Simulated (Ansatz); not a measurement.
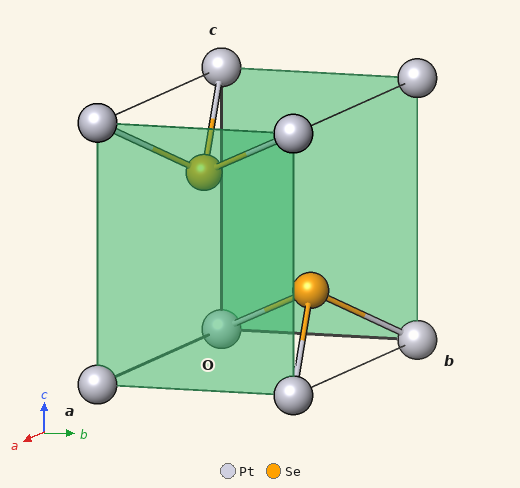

For PtSe₂, the input geometry of an electronic-structure calculation (not necessarily at equilibrium); the starting structure was generated, so it need not be a known form of this composition: every member of one family of equally spaced planes, hx + ky + lz = a whole number, that cuts the unit cell is shaded (one member passes through the origin O). Symmetry computed with spglib at a tolerance of 0.002 Å; standard conventional cell.

a = 3.729 Å, b = 3.729 Å, c = 5.277 Å, α = 90.00°, β = 90.00°, γ = 120.00°.

**Index the planes.**

(1 0 0), in four indices (1 0 −1 0); the opposite sign names the same planes. The member next to the origin meets the axes a at 1, b never, c never.

**What is the spacing?**

d = 3.229 Å.

**Which atoms of the cell lie in these planes (within 0.03 Å)?**

The Pt atom.

**The space group is P-3m1, No. 164. How many reflections hkl are equivalent to this one (itself included), and does it occur?**

6 reflections are equivalent in the Laue class -3m. The space group allows the reflection.
